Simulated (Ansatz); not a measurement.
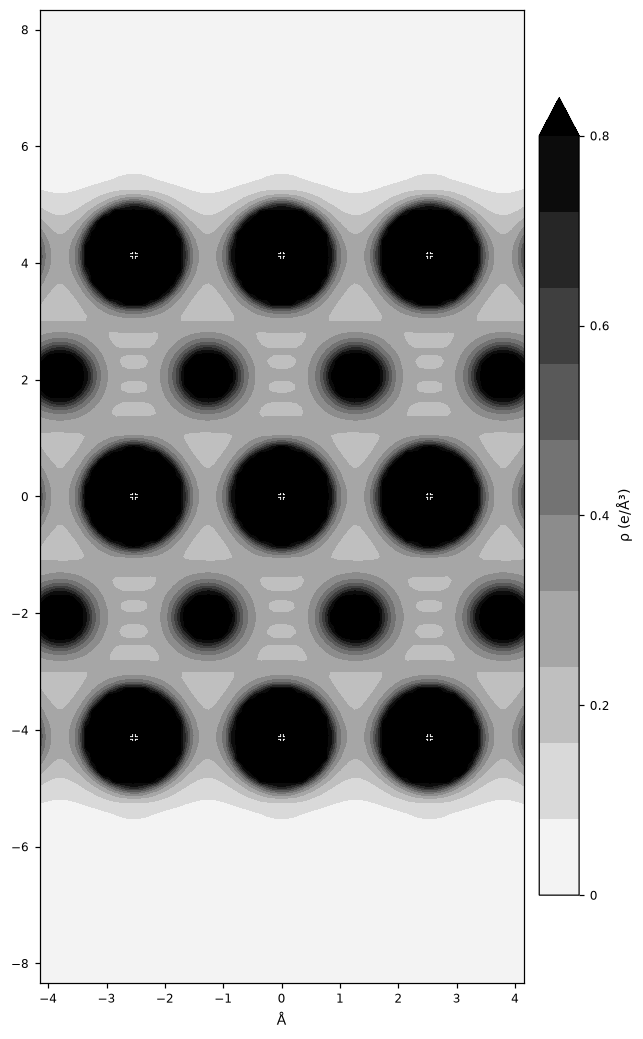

The valence electron density on a plane through atoms (crosses mark nuclei in the plane).

The calculation used Kohn-Sham DFT of a periodic cell, PBE, Ansatz PAW (Ansatz 0.2.0).

Candidates:
A. Al$_{2}$O$_{3}$, a = 4.76 Å, b = 4.76 Å, c = 5.13 Å, α = 62.36°, β = 62.36°, γ = 60.00°. Space group P1; changed on purpose from its base cell (atoms moved at random by about 0.05 A); not relaxed (largest force 1.3 eV/Å); computed pressure about 8 GPa in this cell.
B. Cu (slab), a = 2.53 Å, b = 2.53 Å, c = 23.26 Å, α = 90.00°, β = 90.00°, γ = 120.00°. 
C. CoPdO$_{2}$ (slab), a = 2.84 Å, b = 2.84 Å, c = 24.91 Å, α = 90.00°, β = 90.00°, γ = 120.00°. Not relaxed (largest force 1.4 eV/Å); spin-polarised.

Which candidate gave the map?

Candidate B: Cu on the (010) plane of the calculation cell, a cut from vacuum to vacuum, which holds Cu. Cu–Cu (2.53 Å): ρ at the midpoint is about 0.28 e/Å³.
